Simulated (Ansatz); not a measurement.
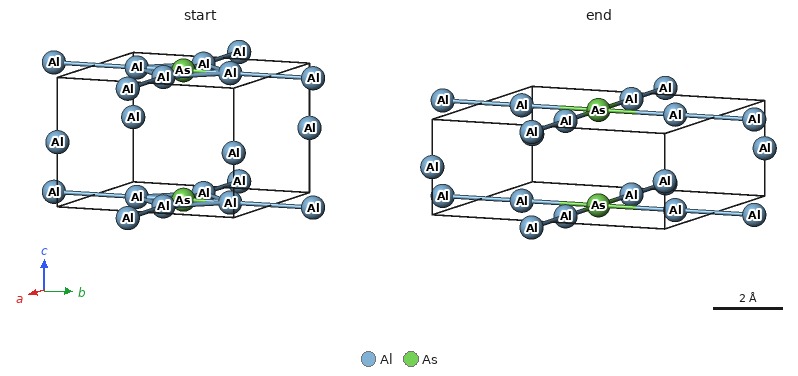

The structure of crystalline Al5As (a generated structure, set up in P4/mmm) (coarse preliminary run) before (left) and after (right) a relaxation, at one scale.

Style: ball-and-stick. Shown: the cell of the calculation, slightly off an axis.

All numbers below come from Ansatz 0.2.0, DFT PBE, scalar-relativistic, plane waves, PAW.

Input file:
```yaml
crystal:
  lattice:
    - [5.60557592, 0.0, 0.0]
    - [0.0, 5.60557592, 0.0]
    - [0.0, 0.0, 3.81811338]
  atoms:
    - { symbol: Al, position: [0.23494474, 0.5, 0.0] }
    - { symbol: Al, position: [0.76505526, 0.5, 0.0] }
    - { symbol: Al, position: [0.5, 0.23494474, 0.0] }
    - { symbol: Al, position: [0.5, 0.76505526, 0.0] }
    - { symbol: Al, position: [0.0, 0.0, 0.5] }
    - { symbol: As, position: [0.5, 0.5, 0.0] }
basis:
  ecutwfc: 420
kpoints:
  mp_grid: { grid: [4, 4, 4] }
hamiltonian:
  xc: pbe
scf:
  occupations: { method: gaussian, width: 0.1 }
  lower_state_search: "off"
output:
  forces: true
  stress: true
  eigenvalues: true
relax:
  adjacent_minimum: "off"
  f_tol: 0.04
  max_steps: 70
  cell: { stress_tol: 0.4 }
```

Command:
```bash
ansatz run input.yaml --threads 1 --pin off --max-ram 2560MiB --backend cpu --events-out ev --progress --plain --runs-dir out
```

### What changed between the two?

The largest moves relative to the cell, 0.48 Å, are those of Al1, Al2, Al3 and Al4. Al2 goes along +a. As stays in place. Cell: a = b 5.606 → 7.392 Å (+31.9 %), c 3.818 → 2.816 Å (−26.2 %). Volume +28.3 %. Among the contacts that change: Al1–Al3 2.101 → 3.450 Å, As6–As6 3.818 → 2.816 Å, Al1–As6 1.486 → 2.440 Å, Al1–Al2 2.634 → 2.513 Å. Bonds break, among them: Al1–Al3 (2.10 → 3.45 Å), Al1–Al4 (2.10 → 3.45 Å), Al2–Al3 (2.10 → 3.45 Å), Al2–Al4 (2.10 → 3.45 Å). The space group stays P4/mmm (No. 123). Over 11 accepted moves (13 points after the start) the energy falls by 9687 meV per atom. Largest force component: 58 eV/Å at the start, 0.0087 eV/Å at the end. Pressure: 145.23 GPa at the start and 0.22 GPa at the end. The SCF was repeated twice at an unchanged geometry on a basis and grid sized afresh for the cell, which shifted the energy by 52.1 meV per atom at most.

Limits of the set-up: the k-point mesh is coarse for a cell with partly filled bands.
